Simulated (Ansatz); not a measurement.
# Single-point calculation, with input and output: C

C (10 atoms in the cell), computed with DFT LDA, scalar-relativistic, plane waves, PAW, no spin polarisation (Ansatz 0.2.0).

The structure derives from an entry of the Crystallography Open Database. It belongs to a series of runs on one base structure; here: mode 26 (1314.4 1/cm) frozen in, largest displacement +0.015 A. Figures and captions count atoms from 1; the log counts them from 0 in places.

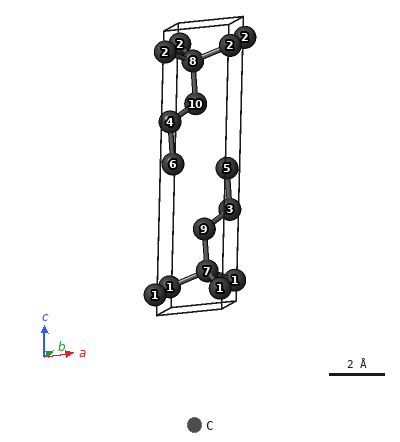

The structure as given in the input (ball-and-stick view of the reduced cell, seen slightly off an axis; atoms are numbered from 1 in the order of the input). An atom can appear more than once, as a periodic image.

Input file
```yaml
crystal:
  lattice:
    - [1.2456453758, 0.719173693, 10.2538776052]
    - [-1.2456453758, 0.719173693, 10.2538776052]
    - [0.0, -1.4383473861, 10.2538776052]
  atoms:
    - { symbol: C, position: [0.0247429084, 0.0247429084, 0.0247429084] }
    - { symbol: C, position: [0.9751058034, 0.9751058034, 0.9751058034] }
    - { symbol: C, position: [0.1091832702, 0.1091832702, 0.1091832702] }
    - { symbol: C, position: [0.8917919706, 0.8917919706, 0.8917919706] }
    - { symbol: C, position: [0.1582333646, 0.1582333646, 0.1582333646] }
    - { symbol: C, position: [0.8415020382, 0.8415020382, 0.8415020382] }
    - { symbol: C, position: [0.375016677, 0.375016677, 0.375016677] }
    - { symbol: C, position: [0.6252875232, 0.6252875232, 0.6252875232] }
    - { symbol: C, position: [0.4248900911, 0.4248900911, 0.4248900911] }
    - { symbol: C, position: [0.5742463533, 0.5742463533, 0.5742463533] }
basis:
  ecutwfc: 420
kpoints:
  mp_grid: { grid: [12, 12, 12] }
hamiltonian:
  xc: lda
scf:
  occupations: { method: gaussian, width: 0.05 }
output:
  forces: true
  stress: true
  eigenvalues: true
  write_density: true
  write_potential: true
  elf: true
  volumetric_format: npy
```

Hardware: 2 threads of Intel Xeon @ 2.50GHz (Skylake/Cascade Lake), 189 GiB of memory available, shared host.

Run as:
```bash
ansatz run input.yaml --threads 2 --pin off --max-ram 5120MiB --backend cpu --events-out ev --progress --plain --runs-dir out
```

What the program printed
```
basis.fft_grid_basis auto: the FFT boxes are laid along the combinations [[1, -1, 0], [0, 1, 0], [0, -1, 1]] of the cell's own vectors, 2.491, 10.354 and 2.491 Å long. The dense box has 18×72×18 points. Along the cell's own vectors, as sized, it would have 72×72×72, 16.00 times as many. Of the 6 symmetry operations that the crystal satisfies within crystal.symmetry.tolerance (time reversal apart; of a slab, those that keep its plane) the dense box along the cell's own vectors carries 6, and the one as laid loses 4 of those. basis.fft_grid_basis: typed keeps the cell's own vectors: state it where this run's energies or levels are differenced outside the engine with another run's, or held beside a run that keeps those vectors. Those combinations have planes normal to reciprocal vector 3, as the cell's own vectors have. Each planar average written beside output.write_density, output.write_potential has a row for each plane of the box: 18. The volumetric files lie along those combinations, not along the cell's own vectors: a cube or XSF file states them, and fields.json those of NumPy files.
Engine: ansatz 0.2.0, x86_64-unknown-linux-gnu
Pseudopotentials: kind: paw
Pseudopotential: C, paw, valence charge 4, recommended cutoff 420 eV (normal), C.paw.azcp
Functional definition: SPW92
  exchange = slater_x
  correlation = pw_c
Crystal: 10 atoms, lattice volume = 55.115 Å³
Basis set: ecut = 420 eV, 1031 PW (Γ), FFT grids on a1−a2, a2, −a2+a3
Bands: 30, of which v1, the nominal top of the filled ones, is band 20 counted from 1 (19 counted from 0)
Symmetry: 6 space group operations
Space group: R3m (ITA 160), of the structure as read, at distance tolerance 3.8e-5 Å
k-points: 189 of 1728 (time reversal used)
Non-local potential: C, projectors of the file, l = 0: 2, l = 1: 2, l = 2: 1
PAW form: soft (Blöchl's): semilocal exchange-correlation on the pseudo side does not see the compensation charge
PAW frozen core: C, regenerated for the run's functional, and the local potential with it (the file was generated under x = pbe(κ = 0.804, μ = 0.2195149727645171), c = pbe(β = 0.06672455060314922))
PAW one-centre angular grid: C, 110 points (default); XC on 64 Gauss nodes
Initial density: superposition of atomic densities (neutral atoms: chi_scale 0, normalization atom), corrected by the library's trained network
Initial wavefunctions: pseudopotential atomic-orbital guess
Functional: x = slater, c = lda
SCF iter   1: F=—  HF=-2429.826686 eV  |F-HF|=—  |Δ(HF+E_count)|=         —  Δρ=7.98e-3  dr2=1.86e-2  ethr=1.77e-3  ⟨swp⟩=6.1  Hψ=27099  notcnv=0  defer=72
preconditioner: auto → none  [insulator: Δε(μ)=4.498 eV  Ē_g=17.222 eV  σ=0.050 eV  W_gap=1.00  n_scr=8 (ndim 8)  ℏωp=31.6 eV  f_vac=0.000  D(μ)=0.00/eV (n_scr^D=0)  ε∞_Penn≈4.4]
SCF iter   2: F=—  HF=-2429.821464 eV  |F-HF|=—  |Δ(HF+E_count)|=   5.22e-3  Δρ=3.72e-3  dr2=3.10e-3  ethr=4.65e-5  ⟨swp⟩=1.8  Hψ=9723  notcnv=0  defer=275
SCF iter   3: F=—  HF=-2429.820572 eV  |F-HF|=—  |Δ(HF+E_count)|=   8.92e-4  Δρ=6.42e-4  dr2=2.76e-4  ethr=7.76e-6  ⟨swp⟩=2.2  Hψ=8201  notcnv=0  defer=275
SCF iter   4: F=—  HF=-2429.820488 eV  |F-HF|=—  |Δ(HF+E_count)|=   8.35e-5  Δρ=9.12e-5  dr2=1.63e-6  ethr=6.89e-7  ⟨swp⟩=2.0  Hψ=7359  notcnv=0  defer=275
SCF iter   5: F=—  HF=-2429.820490 eV  |F-HF|=—  |Δ(HF+E_count)|=   1.82e-6  Δρ=1.58e-5  dr2=6.36e-8  ethr=4.06e-9  ⟨swp⟩=2.0  Hψ=8699  notcnv=0  defer=275
SCF iter   6: F=-2429.820490 eV  HF=-2429.820490 eV  |F-HF|=1.36e-9  |Δ(HF+E_count)|=   7.32e-9  Δρ=4.38e-6  dr2=4.14e-9  ethr=1.59e-10  ⟨swp⟩=11.2  Hψ=35552  notcnv=0
SCF 1 converged in 6 iterations: F = -2429.820490 eV  dr2 = 4.14e-9
  greatest PAW one-centre occupation: 0.643 electrons in one spin orbital (limit 2), on the C atom at site 4 (counted from 0), in its partial waves of l = 0
SCF converged after 6 iterations
Free energy (F): -2429.820490 eV
Harris-Foulkes:  -2429.820490 eV  (|F-HF|=1.36e-9)
Internal energy: -2429.820490 eV  (E = F + TS)
E sigma→0 (E₀):  -2429.820490 eV
Fermi energy:    15.974054 eV
--- Per-component energies (eV) ---
  E_band       = 179.763210
  E_kinetic    = 932.162238
  E_local      = -613.522328  (includes V_loc(G=0)·N_el)
  E_nonlocal   = 278.954616
  E_hartree    = 131.825821
  E_xc         = -486.049651
  E_vxc        = -605.151998  (∫ρ·V_xc dr)
  E_paw        = -918.475872  (= ΣΔE_a)
  E_vpaw       = -76.331040  (= ΣTr[D̂ρ^β])
  E_aug_tail   = 0.000096  (compensation charges beyond the density's cutoff)
  E_ewald      = -1755.343736
  E_core_change = 0.628325  (= ΣΔE_core)
  E_smearing   = -0.000000  (= −TS)
  E_closure    = 0.000000  (closes the sum)
  Σ components = -2429.820490   (vs F -2429.820490, Δ=0.00e0)
--- Forces (eV/Å), atoms counted from 1 ---
  atom   1  C      0.00000000    -0.00000000     0.17606074
  atom   2  C      0.00000000    -0.00000000     0.17882005
  atom   3  C      0.00000000     0.00000000    -1.17255806
  atom   4  C      0.00000000     0.00000000    -1.11686889
  atom   5  C      0.00000000    -0.00000000     0.33279698
  atom   6  C      0.00000000    -0.00000000     0.28935408
  atom   7  C      0.00000000     0.00000000    -0.37584849
  atom   8  C      0.00000000     0.00000000    -0.33880863
  atom   9  C      0.00000000    -0.00000000     1.03673765
  atom  10  C      0.00000000    -0.00000000     0.99031580
  max |Σ_I F_I| component: 1.23e-6 eV/Å
--- Stress (GPa, compression-positive) ---
        0.063525       0.000000       0.000000
        0.000000       0.063525      -0.000000
        0.000000      -0.000000       0.206074
  P = ⅓ Tr σ = 0.1110 GPa (1.110 kbar)
--- Band table (eV; the first three rows and the last of 189) ---
  k-point 0: bands = ["-8.1441", "-7.0689", "-6.9932", "-3.8973", "-3.7390", "1.9031", "1.9661", "8.5122", "8.6130", "10.8388", "10.8388", "10.9639", "10.9639", "12.2527", "12.2527", "12.3750", "12.3750", "13.5070", "13.7205", "13.7205", "19.0655", "19.0655", "19.1945", "20.5141", "20.5141", "20.9799", "20.9799", "21.2689", "21.6555", "22.3189"]
  k-point 1: bands = ["-7.9685", "-6.9291", "-6.7854", "-3.7901", "-3.5164", "1.9189", "2.2476", "8.4176", "8.8007", "9.9515", "10.1663", "10.4464", "10.5959", "11.3349", "11.7517", "11.9060", "12.1121", "12.9741", "13.2443", "13.4426", "19.2007", "19.4698", "19.4998", "20.3331", "20.9680", "20.9928", "21.4132", "21.6587", "22.0578", "22.2991"]
  k-point 2: bands = ["-7.4433", "-6.4646", "-6.2106", "-3.3951", "-2.9276", "2.2022", "2.8279", "7.8527", "8.2074", "8.3549", "9.0075", "9.4141", "9.5896", "9.7602", "10.1880", "11.1367", "11.2644", "11.4112", "12.5745", "12.7568", "19.0612", "19.5738", "20.1716", "20.4065", "20.9395", "21.6923", "22.1616", "22.5277", "22.5442", "22.8864"]
  k-point 188: bands = ["-7.8943", "-7.8344", "-5.7095", "-5.6159", "-2.2206", "-0.1220", "5.0844", "5.1545", "10.6992", "10.6992", "11.4389", "11.4389", "11.4992", "11.4992", "11.6254", "11.9988", "13.1046", "13.1046", "13.3839", "13.3839", "19.5418", "19.5418", "19.6876", "19.6876", "19.9890", "20.3412", "21.5032", "21.5032", "22.0759", "22.1278"]
```

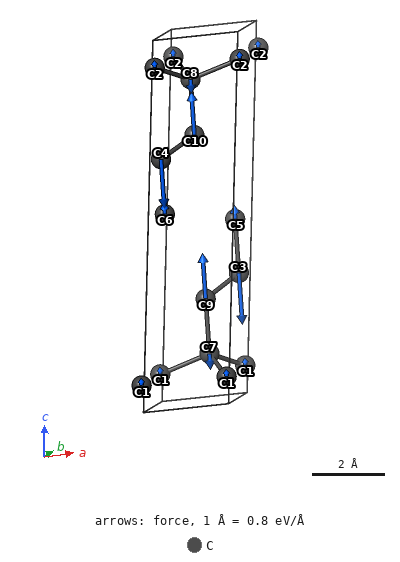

Forces on the atoms as blue arrows (ball-and-stick view of the reduced cell, seen slightly off an axis; atoms are numbered from 1 in the order of the input). The largest act on C3 (1.17 eV/Å); C4 (1.12 eV/Å); C9 (1.04 eV/Å); C10 (0.99 eV/Å), among others. The geometry is not a stationary point of this energy.

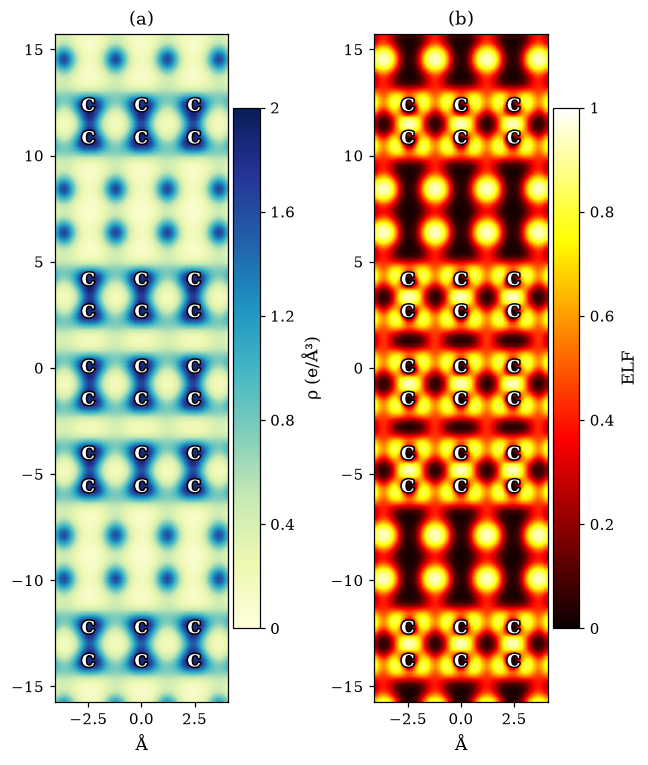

(a) valence charge density (pseudo); (b) ELF on the (100) plane of the conventional cell. Atoms in the plane: C. C–C (1.53 Å): ρ at the midpoint is about 1.7 e/Å³; the ELF peaks at about 0.95 between the atoms, which marks localised, shared-pair bonding. Away from the nuclei the density in this plane falls to 0.08 e/Å³ at its lowest. In a PAW calculation such maps are meaningful between the atoms, not at the nuclei.

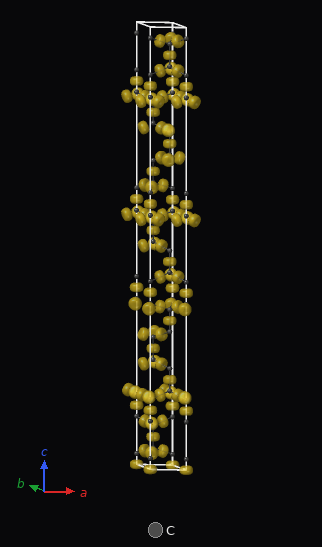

Isosurface of the ELF at 0.75 (yellow), seen slightly off an axis. Core shells and regions of very low density are left out. Sticks mark near contacts. The outline is the cell set on symmetry axes. Along the contacts the grid gives the following. C–C (1.51 Å): the ELF peaks at about 0.95 between the atoms, which marks a covalent bond. C–C (1.57 Å): the ELF peaks at about 0.95 between the atoms (a shared electron pair).

Key numbers

| quantity | value |
| --- | --- |
| outcome | converged |
| space group (tolerance 0.01 Å) | R3m (160) |
| electrons treated | 40 |
| free energy | −2429.8205 eV |
| Fermi energy | 15.974 eV |
| gap on the k-point mesh | 4.51 eV |
| pressure | 0.11 GPa |
| largest force (length of the vector) | 1.173 eV/Å |
| wall time | 37 s (CPU time 72 s) |
| peak memory | 0.51 GiB |
